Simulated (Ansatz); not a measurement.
AlN

Input file:

```
crystal:
  lattice:
    - [-3.1066653462, 0.0, 0.0]
    - [0.0, 0.0, -4.9784048411]
    - [0.0, -5.3809022217, 0.0]
  atoms:
    - { symbol: Al, position: [0.443669504, 0.998307098, 0.1666666667] }
    - { symbol: Al, position: [-0.056330496, 0.998307098, 0.6666666667] }
    - { symbol: Al, position: [0.056330496, 0.498307098, 0.3333333333] }
    - { symbol: Al, position: [0.556330496, 0.498307098, 0.8333333333] }
    - { symbol: "N", position: [0.5494532283, 0.616692902, 0.1666666667] }
    - { symbol: "N", position: [0.0494532283, 0.616692902, 0.6666666667] }
    - { symbol: "N", position: [-0.0494532283, 0.116692902, 0.3333333333] }
    - { symbol: "N", position: [0.4505467717, 0.116692902, 0.8333333333] }
basis:
  ecutwfc: 500
kpoints:
  mp_grid: { grid: [8, 6, 4] }
hamiltonian:
  xc: r2scan
scf:
  occupations: { method: gaussian, width: 0.05 }
output:
  forces: true
  stress: true
  eigenvalues: true
  write_density: true
  write_potential: true
  elf: true
  volumetric_format: npy
```

Run with:

```sh
ansatz run input.yaml --threads 2 --pin off --max-ram 5120MiB --backend cpu --events-out ev --progress --plain --runs-dir out
```

Space group P2₁; not relaxed (largest force 1.1 eV/Å).

Theory: DFT r2SCAN, scalar-relativistic, plane waves, PAW (Ansatz 0.2.0).

> Predict the valence pseudo-density and electron localisation function between the atoms.

Al–N (1.93 Å): the density is about 0.65 e/Å³ at the midpoint; the ELF peaks at about 0.90 in the valence shell of N, 0.7 Å from its nucleus, and is about 0.85 at the midpoint.

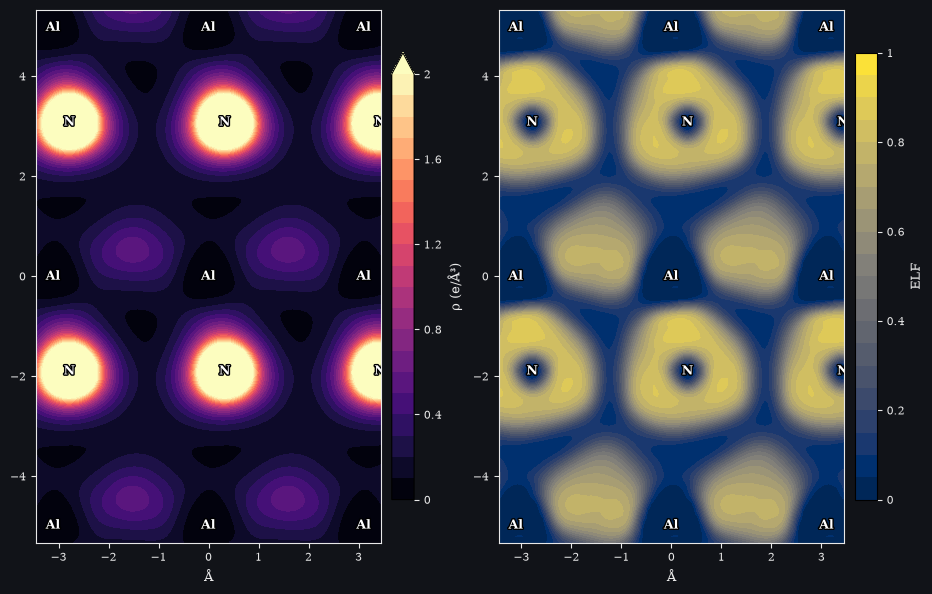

Computed valence pseudo-density and electron localisation function on the (001) plane of the calculation cell, in this order. Atoms just off the plane (Al, 0.9 Å away and N, 0.9 Å away) can leave unmarked features too.

The density is the valence pseudo-density of a PAW calculation; it isn't the true density close to the nuclei.
